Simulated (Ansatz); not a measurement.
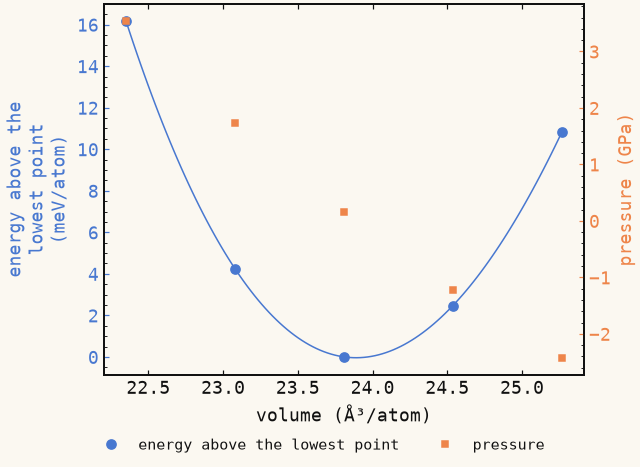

The figure shows the energy above the lowest point and pressure against volume for S, space group Fd-3m (No. 227) (one of a set of cubic test structures, which need not be the stable phase).

Calculation (Ansatz 0.2.0 development build): equation of state of a cubic crystal from periodic Kohn-Sham density functional theory without spin, third-order Birch-Murnaghan fit to the free energies; pressure corrected for the finite basis. Level: r2SCAN.

```csv
setting,value
structure type,diamond
atoms in cell,2
space group number,227
lattice centring,face-centred primitive
k mesh,10×10×10
occupation method,Fermi–Dirac
occupation width,0.1 eV
wave cutoff,700 eV
datasets,hard PAW
density tolerance,1e-09 eV
bands,10
density cutoff ratio,4
search for lower states,default
xc grid level,2
```

Q: How stiff is the solid, and where is its volume at rest?

A: A third-order Birch–Murnaghan fit gives V0 = 23.89 Å³/atom, B0 = 47.6 GPa and B′ = 3.4.

Q: Read off the course of the pressure.

A: It falls from 3.536 GPa at volume 22.35 Å³/atom to −2.423 GPa at 25.27 Å³/atom, and changes sign near 23.89 Å³/atom.

Note: cubic model structure, not the ambient form; modest k-mesh, values are not fully converged in k; pseudopotentials made with PBE, not this functional.
